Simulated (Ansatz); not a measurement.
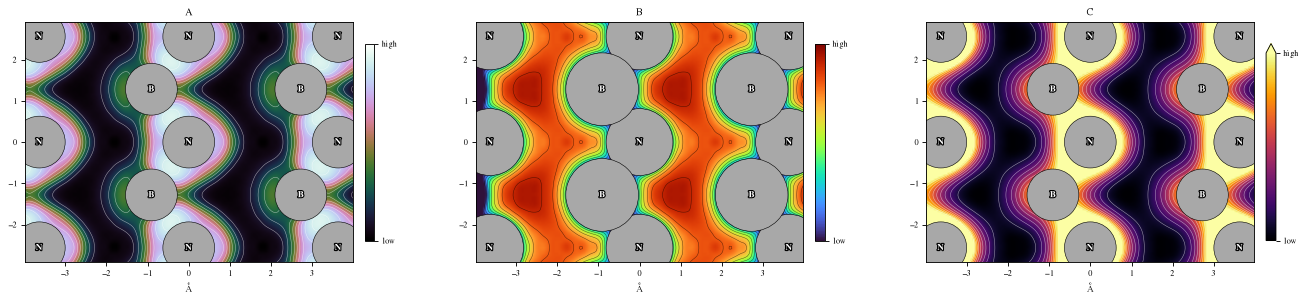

BN: 3 fields on the (101) plane of the conventional cell, with unlabelled colour scales. Grey discs cover the atomic cores.

Space group F-43m; a structure from a database of computed crystals, not necessarily the ambient phase; computed pressure about −9 GPa in this cell.

These are results of Ansatz 0.2.0, Kohn-Sham DFT of a periodic cell, PBEsol with D4, JTH PAW, not measurements.

```
CELL_PARAMETERS angstrom
3.62600 0.00000 0.00000
0.00000 3.62600 0.00000
0.00000 0.00000 3.62600
ATOMIC_POSITIONS crystal
N 0.25000 0.25000 0.75000
N 0.25000 0.75000 0.25000
N 0.75000 0.75000 0.75000
N 0.75000 0.25000 0.25000
B 0.00000 0.00000 0.00000
B 0.00000 0.50000 0.50000
B 0.50000 0.00000 0.50000
B 0.50000 0.50000 0.00000
```

Question: Match the panels to the quantities (electron localisation function, electrostatic potential energy of an electron and valence pseudo-density).

Answer: Panel A: electron localisation function. Panel B: electrostatic potential energy of an electron (low next to the atoms, rising into the space between them). Panel C: valence pseudo-density.
